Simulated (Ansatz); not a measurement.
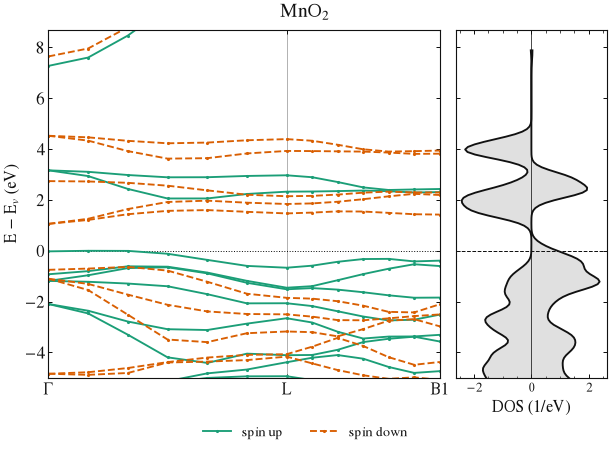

Band structure and density of states. Energies are counted from the top of the valence band. Spin-down states are drawn negative. The DOS curve is built from the levels of the k mesh with Gaussians 0.55 eV wide, which also blur the band edges; ripples of that width can come from the mesh.

Input of the run:

```yaml
crystal:
  lattice:
    - [1.4284348394, 0.824707239, 4.5839315268]
    - [-1.4284348394, 0.824707239, 4.5839315268]
    - [0.0, -1.6494144781, 4.5839315268]
  atoms:
    - { symbol: Mn, position: [0.0, 0.0, 0.0], spin: 4.0 }
    - { symbol: O, position: [0.73563551, 0.73563551, 0.73563551] }
    - { symbol: O, position: [0.26436449, 0.26436449, 0.26436449] }
kpoints:
  mp_grid: { grid: [11, 11, 11] }
  band_path:
    path:
      - [0.0, 0.0, 0.0]
      - [0.5, 0.0, 0.0]
      - [0.5, 0.1882457062, -0.1882457062]
    npoints: 6
scf:
  occupations: { method: fermi_dirac, width: 0.05 }
hamiltonian:
  xc: pbesol
  pseudopotentials: { kind: all_electron, lapw: { basis_error: 0.002 } }
magnetization:
  spin_polarized: true
output:
  forces: true
  stress: true
  eigenvalues: true
```

System: MnO2, space group R-3m, 3 atoms in the primitive cell.

Level of theory: PBEsol, all-electron LAPW, collinear spin, ferromagnetic start, no spin-orbit coupling, 11×11×11 k mesh, Fermi-Dirac smearing of 0.05 eV; code Ansatz 0.2.0.

### What does the band structure say about the gap?

The bands leave a gap. The gap along this path is 1.06 eV and indirect, from the valence-band top between Γ and L to the conduction-band bottom at Γ; the smallest direct gap within one spin is 1.81 eV, at Γ. The top filled level has spin up and the bottom empty one spin down. Points of the k mesh off the path narrow it to 0.78 eV.

### What do the unequal spin channels mean for the moment?

The two spin channels differ: the cell has a net moment of 3.0 μB, with spin up in the majority.

The run ends ferromagnetic, with 3.00 μB a cell. A cell with one magnetic atom can't hold antiferromagnetic order, which such compounds often take. LDA, GGA and most meta-GGA functionals understate gaps. Most measured crystals of this composition in the Crystallography Open Database have another space group (No. 136). In reduced coordinates of the cell that was run, L is (0.5, 0, 0) and B1 is (0.5, 0.188, −0.188).
